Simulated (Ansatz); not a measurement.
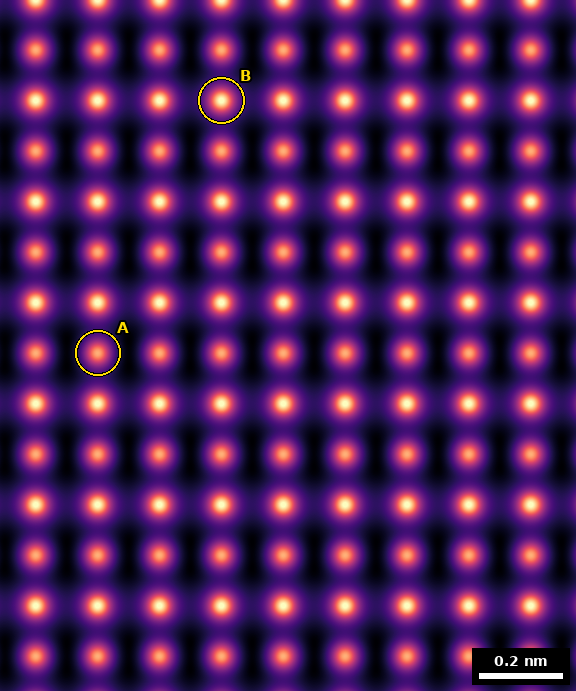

Map of the projected electrostatic potential of MgO (Fm-3m, No. 225) along [211]. Computed as the sum of neutral-atom potentials (tabulated electron scattering factors, B = 0.3 Å²) projected along the beam and smoothed by 0.25 Å; brighter is more positive. The display is stretched by a gamma of 0.7; percentages refer to the linear signal. Atomic positions: the geometry relaxed with Ansatz 0.2.0, DFT PBE, scalar-relativistic, plane waves, PAW; the starting structure was generated, so it need not be a known form of this composition.

```cif
data_structure
_symmetry_space_group_name_H-M 'P 1'
_symmetry_Int_Tables_number 1
_cell_length_a 4.2537
_cell_length_b 4.2537
_cell_length_c 4.2537
_cell_angle_alpha 90.000
_cell_angle_beta 90.000
_cell_angle_gamma 90.000
_cell_volume 76.97
loop_
_atom_site_label
_atom_site_type_symbol
_atom_site_fract_x
_atom_site_fract_y
_atom_site_fract_z
_atom_site_occupancy
Mg1 Mg 0.00000 0.00000 0.00000 1
O1 O 0.00000 0.50000 0.00000 1
Mg2 Mg 0.00000 0.50000 0.50000 1
O2 O 0.00000 0.00000 0.50000 1
Mg3 Mg 0.50000 0.00000 0.50000 1
O3 O 0.50000 0.50000 0.50000 1
Mg4 Mg 0.50000 0.50000 0.00000 1
O4 O 0.50000 0.00000 0.00000 1
```

> Which atoms make up the marked columns?

A: O (1 O per 5.21 Å along the beam; about 75 % of the brightest peak). B: Mg (1 Mg per 5.21 Å along the beam; the brightest kind). Brightness is counted from the darkest point of the image.
